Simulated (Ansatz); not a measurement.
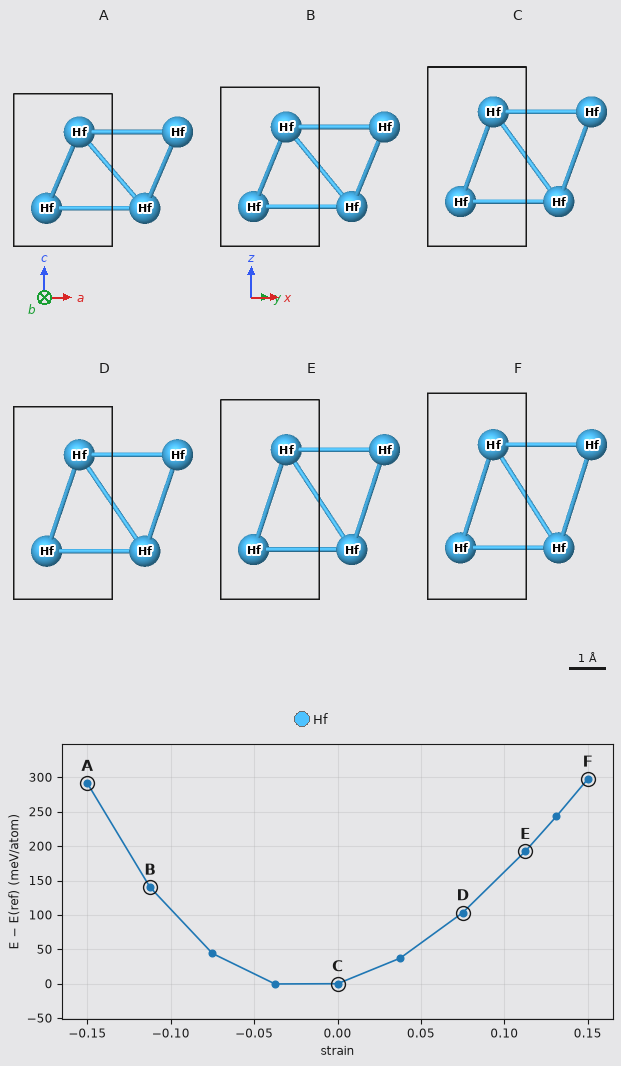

Crystalline Hf (P6_3/mmc): the cell is strained along z alone, with the atoms kept at their fractional coordinates. x, y and z are the Cartesian axes of the input. The lettered frames are marked on the plot. The picture is a ball-and-stick view of the cell of the calculation, repeated 2 × 2 × 1 with one cell outlined, seen along the b axis.

Computed with DFT PBEsol, scalar-relativistic, plane waves, PAW (Ansatz). Settings: plane-wave cutoff 420 eV; k-point mesh 18 × 18 × 10; occupations gaussian; smearing width 0.15 eV; no spin polarisation. Energies (free energies at the smearing named) are counted from the cell as listed in its source, which wasn't relaxed.

Question: What does the scan show?

Answer: Of the computed points the lowest is at the strain −0.0375, −0.3 meV/atom. At the ends of the scan the energy is 291.2 meV/atom (−0.15) and 297.4 meV/atom (0.15). The unrelaxed reference is under a pressure of −3.8 GPa, which tilts the curve. The distortion keeps the space group P6_3/mmc. At the strain −0.15 the cell of the drawing goes c 5.058 → 4.299 Å.

The computed points:

```
 strain  E − E(ref) (meV/atom)
−0.1500                  291.2
−0.1125                  140.4
−0.0750                   44.0
−0.0375                   −0.3
 0.0000                    0.0
 0.0375                   37.1
 0.0750                  103.2
 0.1125                  192.3
 0.1312                  243.2
 0.1500                  297.4
```
